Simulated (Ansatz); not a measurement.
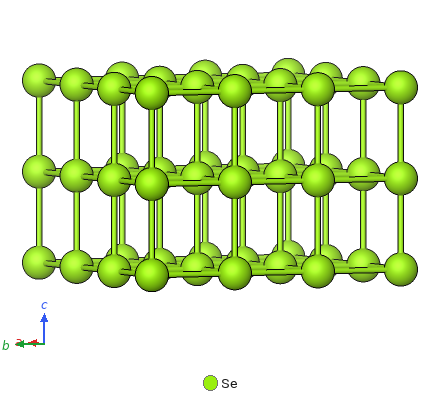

Se (Pm-3m, No. 221): the input geometry of a calculation; the starting structure was generated, so it need not be a known form of this composition.

```cif
data_structure
_symmetry_space_group_name_H-M 'P 1'
_symmetry_Int_Tables_number 1
_cell_length_a 2.8307
_cell_length_b 2.8307
_cell_length_c 2.8307
_cell_angle_alpha 90.000
_cell_angle_beta 90.000
_cell_angle_gamma 90.000
_cell_volume 22.68
loop_
_atom_site_label
_atom_site_type_symbol
_atom_site_fract_x
_atom_site_fract_y
_atom_site_fract_z
_atom_site_occupancy
Se1 Se 0.00000 0.00000 0.00000 1
```

What will a Z-contrast image along [110] show? Simulated incoherent Z contrast: every atom adds Z^1.7 spread by a probe of 1.12 Å full width; channelling and multiple scattering are left out. The display is stretched by a gamma of 0.65; percentages refer to the linear signal. Shot noise and a slight drift were added.

Answer. The columns repeat on a rectangular net of 2.00 × 2.83 Å (plane group p2mm). All columns are alike (Se). The shortest distance between visible columns is 2.00 Å in projection. Along the beam the structure repeats every 4.00 Å.

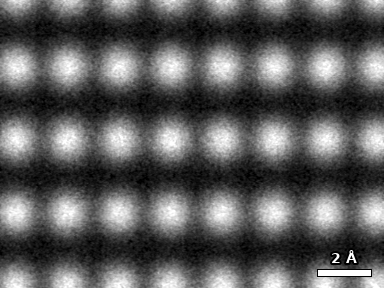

The simulated image.
